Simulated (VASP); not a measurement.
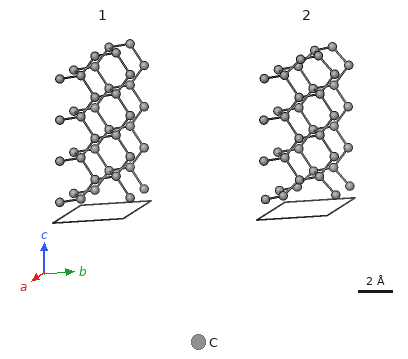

Two geometries of a slab of composition C, drawn at one scale. One is the start of a relaxation, the other its converged end. A ball-and-stick model of the 2 × 1 repeat of the cell, outlined in the plane, without the vacuum (origin shifted), seen slightly off an axis.

Method: VASP 6.6.1, Kohn-Sham DFT of a periodic cell, PBEsol, VASP PAW PBE potentials, recommended. (plane-wave cutoff 520 eV; k-point mesh 12 × 12 × 1; occupations gaussian; smearing width 0.05 eV; no spin polarisation)

**Which geometry has the lower energy?**

Structure 2 is the relaxed one. The run lets the atoms move in a fixed cell. The largest moves relative to the layer's centre, 0.22 Å, are those of C atoms. The cell stays as it was. Near-neighbour distances that change, for instance: C–C 1.544 → 1.432 Å, C–C 1.544 → 1.475 Å, C–C 1.544 → 1.590 Å, C–C 1.544 → 1.505 Å. Bond angles that change, for instance: C–C–C 109.5° → 123.5°, C–C–C 109.5° → 99.8°, C–C–C 109.5° → 113.8°. The energy falls by 1.825 eV per cell of the calculation in 17 geometry steps. Largest force component: 4.4 eV/Å at the start, 0.0071 eV/Å at the end. At step 1 the optimiser overshot: the energy rose above the start, and later steps came back.
